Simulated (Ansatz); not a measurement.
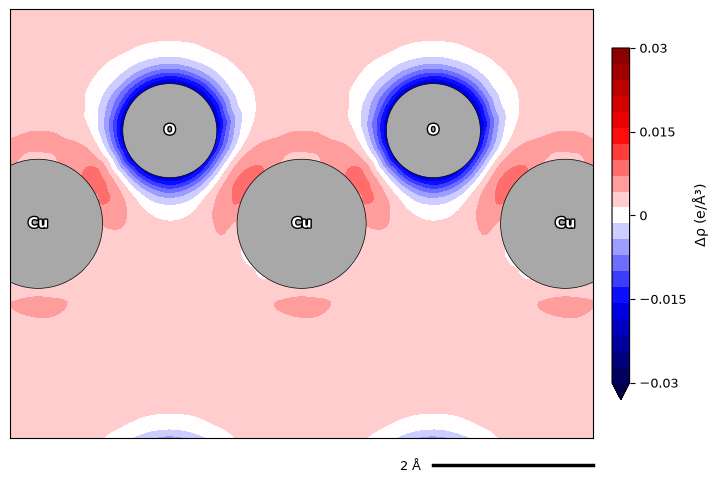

CuO. Difference of the valence pseudo-densities of two functionals at the same geometry, on the (011̄) plane of the calculation cell: one of PBEsol and RPBE less the other.

Both computed with Ansatz (plane waves, PAW), on the same k-point mesh. Grey discs cover the atomic cores.

### Which was subtracted from which, and what does the map show?

It is PBEsol less RPBE. Against RPBE, PBEsol gives more density around Cu (+0.005 e/Å³ on average at 1.0 Å from the nucleus), less density around O (−0.009 e/Å³ on average at 0.7 Å from the nucleus), more density in the space between the atoms (+0.002 e/Å³ on average) and a change of +0.007 e/Å³ at the midpoint of Cu–O.
